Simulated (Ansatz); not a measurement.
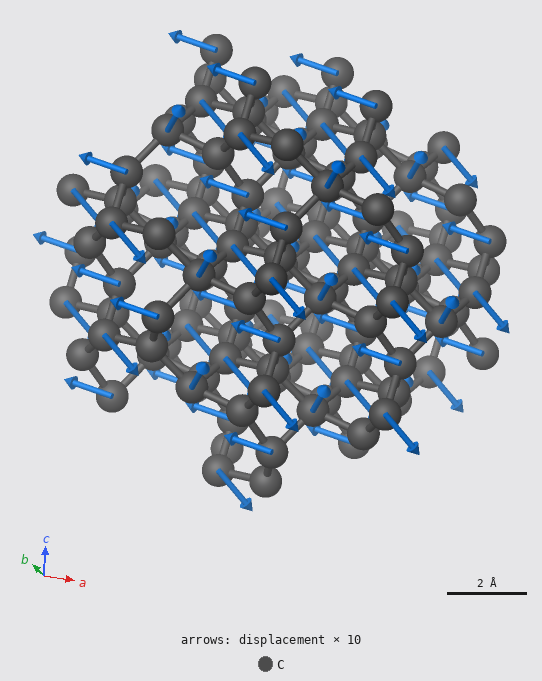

This is a relaxation of solid C (a generated structure, set up in R32) (coarse preliminary run). The starting structure is drawn; blue arrows show the displacements (the part carried along by the change of the cell is left out), magnified 10 times.

The picture is a ball-and-stick view of the atoms within 5.8 Å of the atom that moves most (axes of the cell of the calculation), seen slightly off an axis.

Level of theory: DFT PBE, scalar-relativistic, plane waves, PAW in Ansatz. Settings: plane-wave cutoff 420 eV; k-point mesh 6 × 6 × 6; occupations gaussian; smearing width 0.1 eV; no spin polarisation; cell and atoms relaxed; force threshold 0.04 eV/Å; at most 70 steps.

> Describe the change and its energy.

After 5 accepted moves (7 points after the start) the energy has fallen by 379 meV per atom. Largest force component: 5.1 eV/Å at the start, 0.0044 eV/Å at the end. The pressure goes from 49.16 to 0.03 GPa. The SCF was repeated twice at an unchanged geometry on a basis and grid sized afresh for the cell, which shifted the energy by 8.6 meV per atom at most. The largest moves relative to the cell, 0.15 Å, are those of C atoms. Cell: a = b = c 3.188 → 3.362 Å (+5.5 %), α 100.8° → 103.3°, β 100.8° → 103.3°, γ 100.8° → 103.3°. Volume +13.0 %. Among the contacts that change: C–C 1.528 → 1.615 Å, C–C 1.521 → 1.585 Å, C–C 1.489 → 1.445 Å. Bond angles that change, for instance: C–C–C 149.5° → 132.3°, C–C–C 137.5° → 147.6°, C–C–C 103.1° → 109.4°. The space group stays R32 (No. 155).
